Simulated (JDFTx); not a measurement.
**Energy of GaSb along an even scaling of the cell**

System: GaSb (F-43m, 2 atoms in the cell).
Method: Kohn-Sham DFT of a periodic cell, PBEsol, PseudoDojo-SR-PBEsol-0.4.1-standard, no spin polarisation (JDFTx 1.7.0 (patched build)).

The 7 runs differ only in the geometry, by an even scaling of the cell at fixed fractional positions. The structure derives from an entry of the Crystallography Open Database.

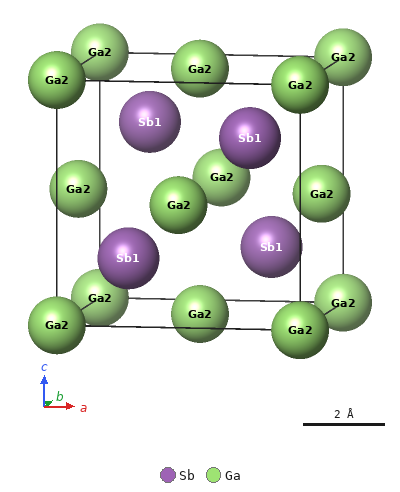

Figure 1. The structure of run 4 (spheres-only view of the cell 4 times as large as that of the calculation, set on its symmetry axes, seen slightly off an axis; atoms are numbered from 1 in the order of the input). An atom can appear more than once, as a periodic image.

### Input of run 4
```
lattice \
    0.0000000000     5.7806722152     5.7806722152 \
    5.7806722152     0.0000000000     5.7806722152 \
    5.7806722152     5.7806722152     0.0000000000
coords-type Lattice
ion Sb     0.7500000000     0.7500000000     0.7500000000 1
ion Ga     0.0000000000     0.0000000000     0.0000000000 1

ion-species pseudo/Sb.upf
ion-species pseudo/Ga.upf
elec-cutoff 40 320
elec-ex-corr gga-PBEsol
kpoint-folding 8 8 8
elec-smearing Fermi 0.0018374661
elec-n-bands 21
electronic-SCF nIterations 100 energyDiffThreshold 1e-09
electronic-minimize nIterations 30 energyDiffThreshold 1e-7
forces-output-coords Cartesian

dump-name run.$VAR
dump End Ecomponents EigStats BandEigs Kpoints Forces Stress ElecDensity Dtot KEdensity
```

Command:
```bash
jdftx -c 1 -i GaSb.in -o GaSb.out
```

Lattice vectors (Å) and fractional positions of run 4:
```
   0.000000    3.059000    3.059000
   3.059000    0.000000    3.059000
   3.059000    3.059000    0.000000
Sb  0.750000  0.750000  0.750000
Ga  0.000000  0.000000  0.000000
```

Run 6 differs from it as follows:
```diff
-    0.0000000000     5.7806722152     5.7806722152 \
-    5.7806722152     0.0000000000     5.7806722152 \
-    5.7806722152     5.7806722152     0.0000000000
+    0.0000000000     5.8567424153     5.8567424153 \
+    5.8567424153     0.0000000000     5.8567424153 \
+    5.8567424153     5.8567424153     0.0000000000
```

### Results, with one run withheld

| run | volume per atom (Å³) | free energy per atom, from the lowest run given (meV) | pressure (GPa) | gap on the mesh (eV) |
| --- | --- | --- | --- | --- |
| 1 | 26.907 | 17.32 | 3.47 | 0.42 |
| 2 | 27.480 | 7.15 | 2.10 | 0.27 |
| 3 | 28.052 | 1.56 | 0.90 | 0.12 |
| 4 | 28.625 | 0.00 | −0.15 | 0.00 |
| 5 | 29.197 | 2.03 | −1.11 | 0.00 |
| 6 | 29.770 | ? | ? | ? |
| 7 | 30.342 | 15.53 | −2.74 | 0.00 |

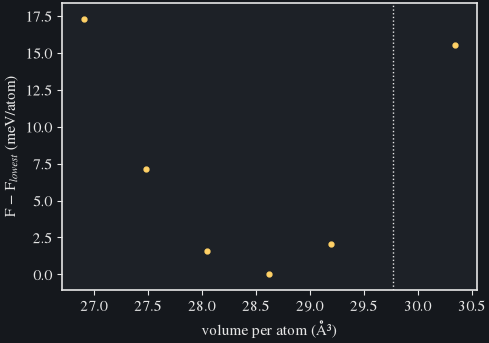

Figure 2. Free energy per atom of the runs given; the dotted line marks run 6.

What should run 6 give?

A cubic polynomial in V^(−2/3) (the Birch–Murnaghan form), fitted to the 6 runs given, misses them by at most 0.01 meV per atom. With x = V^(−2/3) − 0.10744 Å⁻², it reads F = 0.15636 + 808.61 x + 8.9745e+05 x² + 2.3774e+06 x³ (meV per atom). At run 6 it gives 7.34 meV per atom, and the run itself gives 7.32. The slope of the fit gives a pressure −dF/dV of −1.90 GPa there, and the run prints −1.97 GPa. The two needn't agree exactly: the fit is approximate, and the printed stress is taken on a finite basis. The fit has its minimum at 28.575 Å³ per atom, where V d²F/dV² gives 51 GPa: the bulk modulus at this level, since symmetry fixes the shape and the positions. The gap on the mesh lies between 0.00 eV (run 4) and 0.42 eV (run 1); run 6 has 0.00 eV. These are gaps of this functional on this mesh, which can miss the band edges; they aren't the measured gap.

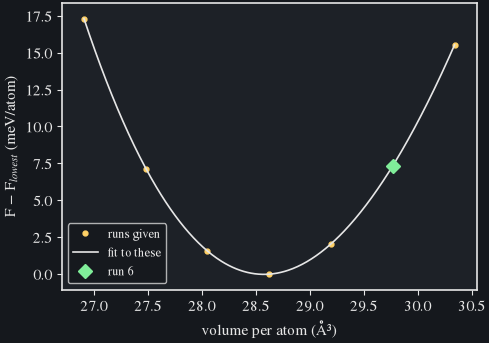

Figure 3. The fit and the withheld run.

### Some lines of the output (run 6)
```
[...]
unit cell volume = 401.789
     Etot =     -147.4992866998764214
        F =     -147.4993064804588414
	HOMO-LUMO gap: +0.009905
	Optical gap  : +0.040246 at state 1 ( [ +0.000000 +0.000000 +0.125000 ] spin 0 )
```
